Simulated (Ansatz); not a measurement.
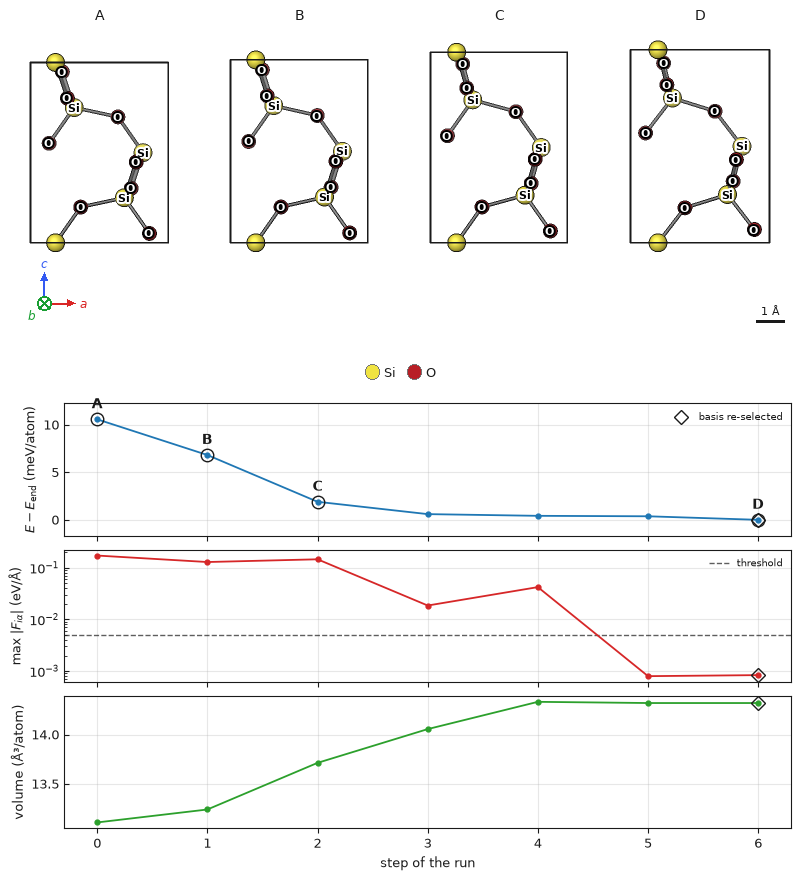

Frames of a relaxation of solid SiO$_{2}$ (set up in P4_32_12), marked on the history of the run. Style: ball-and-stick. Shown: the cell of the calculation, along the b axis.

Method: DFT r2SCAN, scalar-relativistic, plane waves, PAW in Ansatz 0.2.0. Settings: plane-wave cutoff 500 eV; k-point mesh 6 × 6 × 4; occupations gaussian; smearing width 0.02 eV; no spin polarisation; cell and atoms relaxed; force threshold 0.005 eV/Å; at most 80 steps.

What happens along the run?

Answer. The energy falls by 10.6 meV per atom in 5 accepted moves (6 points after the start). Largest force component: 0.17 eV/Å at the start, 0.00084 eV/Å at the end. Pressure: −1.24 GPa at the start and 0.00 GPa at the end. At 1 point the geometry stayed and the basis and grid were re-selected for the new cell (energy shift of 0.4 meV per atom at most each time). The largest moves relative to the cell, 0.18 Å, are those of O atoms. By element the largest moves are O 0.18 Å, Si 0.11 Å. The volume changes by +9.2 %, with a = b 4.933 → 4.983 Å (+1.0 %), c 6.465 → 6.920 Å (+7.0 %). Near-neighbour distances that change, for instance: O–Si 1.621 → 1.612 Å. Bond angles that change, for instance: Si–O–Si 137.7° → 145.2°, O–Si–O 109.5° → 111.6°. The space group stays P4_32_12 (No. 96). From step 0 to 1: O atoms move most (0.02 Å), volume +1.0 %, energy −3.8 meV per atom. From step 1 to 2: O atoms move most (0.07 Å), volume +3.6 %, energy −4.9 meV per atom. From step 2 to 6: O atoms move most (0.09 Å), volume +4.4 %, energy −1.9 meV per atom.
